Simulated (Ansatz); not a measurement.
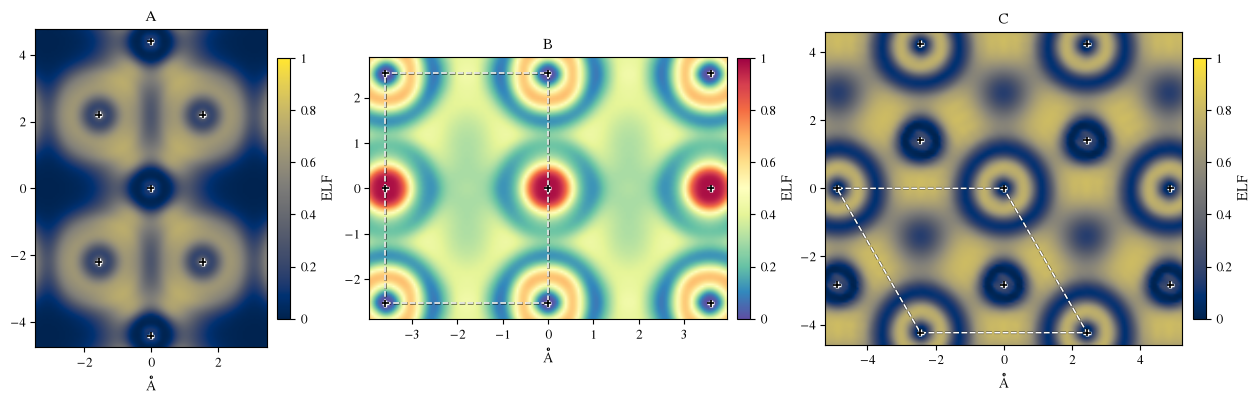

The ELF of 3 systems, each on a plane through atoms (crosses mark nuclei in the plane).

The calculation used Ansatz 0.2.0, DFT r2SCAN, scalar-relativistic, plane waves, PAW.

System 1: Sc₂Al, the (001) plane of the conventional cell. Space group P6₃/mmc; a structure from a database of computed crystals, not necessarily the ambient phase.

```
CELL_PARAMETERS angstrom
4.89261 0.00000 0.00000
-2.44631 4.23713 0.00000
0.00000 0.00000 6.16142
ATOMIC_POSITIONS crystal
Sc 0.00000 0.00000 0.00000
Sc 0.00000 0.00000 0.50000
Sc 0.33333 0.66667 0.75000
Sc 0.66667 0.33333 0.25000
Al 0.33333 0.66667 0.25000
Al 0.66667 0.33333 0.75000
```

System 2: TiCo₃, the (101) plane of the conventional cell. Space group Pm-3m; spin-polarised.

```
Ti Co
1.0
     3.58720    0.00000    0.00000
     0.00000    3.58720    0.00000
     0.00000    0.00000    3.58720
Ti Co
1 3
Direct
  0.00000 0.00000 0.00000
  0.00000 0.50000 0.50000
  0.50000 0.00000 0.50000
  0.50000 0.50000 0.00000
```

System 3: AlAs₂, the (011) plane of the conventional cell. Space group Fm-3m; started from the fluorite_225 prototype, which need not be the ambient phase; computed without spin polarisation.

```
Al As
1.0
     6.24024    0.00000    0.00000
     0.00000    6.24024    0.00000
     0.00000    0.00000    6.24024
Al As
4 8
Direct
  0.00000 0.00000 0.00000
  0.50000 0.50000 0.00000
  0.50000 0.00000 0.50000
  0.00000 0.50000 0.50000
  0.25000 0.25000 0.25000
  0.75000 0.75000 0.25000
  0.75000 0.25000 0.75000
  0.25000 0.75000 0.75000
  0.75000 0.25000 0.25000
  0.25000 0.75000 0.25000
  0.25000 0.25000 0.75000
  0.75000 0.75000 0.75000
```

Which map belongs to which system?

Answer. Panel A is system 3, AlAs₂: the plane holds Al and As. Al–As (2.70 Å): the ELF peaks at about 0.75 between the atoms. Panel B is system 2, TiCo₃: the plane holds Ti and Co. Ti–Co (2.54 Å): the ELF is about 0.25 at the midpoint; no shared electron pair shows on this line. Panel C is system 1, Sc₂Al: the plane holds Sc and Al. Sc–Al (2.82 Å): the ELF peaks at about 0.60 in the valence shell of Al, 1.1 Å from its nucleus, and is about 0.35 at the midpoint.
